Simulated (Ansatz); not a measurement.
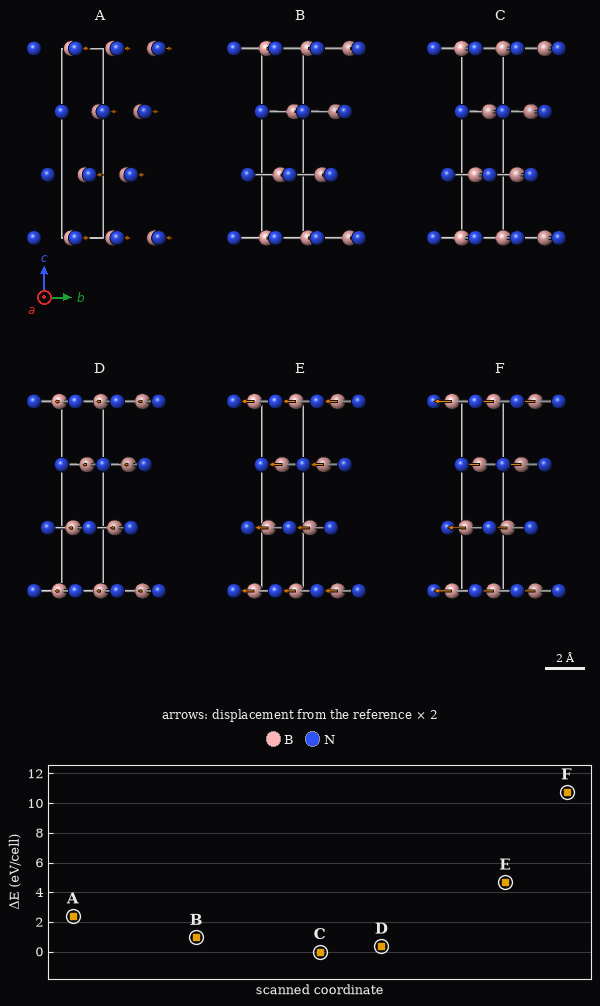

A scan of crystalline BN (R3m) along one coordinate. The picture is a ball-and-stick view of the conventional cell (3 times the calculation's cell), repeated 2 × 2 × 1 with one cell outlined, seen along the a axis. Orange arrows: displacements from the reference. Lengths and directions refer to the drawn axes.

Level of theory: DFT PBE+D3(BJ), scalar-relativistic, plane waves, PAW (Ansatz 0.2.0). Settings: plane-wave cutoff 420 eV; k-point mesh 12 × 12 × 12; occupations gaussian; smearing width 0.05 eV; no spin polarisation. Energies (free energies at the smearing named) are counted from the relaxed crystal.

What is being scanned?

The whole B sublattice is shifted rigidly, towards the nearest copy of atom 2 (N) at 1.447 Å, all else fixed. In the frames the displacement is −0.50 Å (A), −0.25 Å (B), 0.00 Å (C), 0.125 Å (D), 0.375 Å (E), 0.50 Å (F). Of the computed points the lowest is at the displacement 0.00 Å, 0.00 eV/cell. The end points stand at 2.40 eV/cell (−0.50 Å) and 10.76 eV/cell (0.50 Å). The well is lopsided: at ±0.500 Å the energy is 4.5 times higher on the positive side. At the highest point the shortest interatomic distance is 0.95 Å, against 1.45 Å in the reference. The distortion takes the space group from R3m to Cm.
